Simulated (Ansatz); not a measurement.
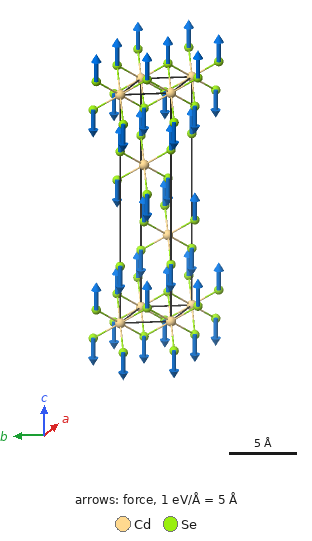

Starting geometry of a crystal of CdSe$_{2}$ (built on the PbI2-166 type type) with the computed forces as blue arrows. Style: ball-and-stick. Shown: the conventional cell (3 times the calculation's cell), from a free direction. Lengths and directions refer to the drawn axes.

All numbers below come from DFT, PBEsol, plane waves, PAW in Ansatz. (plane-wave cutoff 420 eV; k-point mesh 6 × 6 × 6; occupations fermi dirac; smearing width 0.03 eV; no spin polarisation; cell and atoms relaxed; force threshold 0.01 eV/Å; at most 120 steps)

> What follows when this structure is relaxed?

It isn't relaxed: the largest force vector, on Se atoms, is 0.44 eV/Å. The atoms end up moving mostly along the starting forces (cosine between the two patterns 1.00). After 6 accepted moves (7 points after the start) the energy has fallen by 133 meV per atom. Largest force component: 0.44 eV/Å at the start, under 0.0001 eV/Å at the end. The pressure goes from −1.17 to 0.00 GPa. At 1 point the geometry stayed and the basis and grid were re-selected for the new cell (energy shift of 0.4 meV per atom at most each time). The largest moves relative to the cell, 0.24 Å, are those of Se atoms. Cd stays in place. The drawn cell changes as follows: a = b 3.822 → 3.842 Å (+0.5 %), c 18.209 → 15.905 Å (−12.7 %); the volume changes by −11.7 %. Near-neighbour distances that change, for instance: Se–Se 3.713 → 3.075 Å, Cd–Se 2.692 → 2.727 Å. The space group stays R-3m (No. 166). Cost: 54 s on 2 threads of Intel(R) Xeon(R) Processor @ 2.50GHz (Skylake/Cascade Lake), on a shared host, peak memory 0.44 GiB.
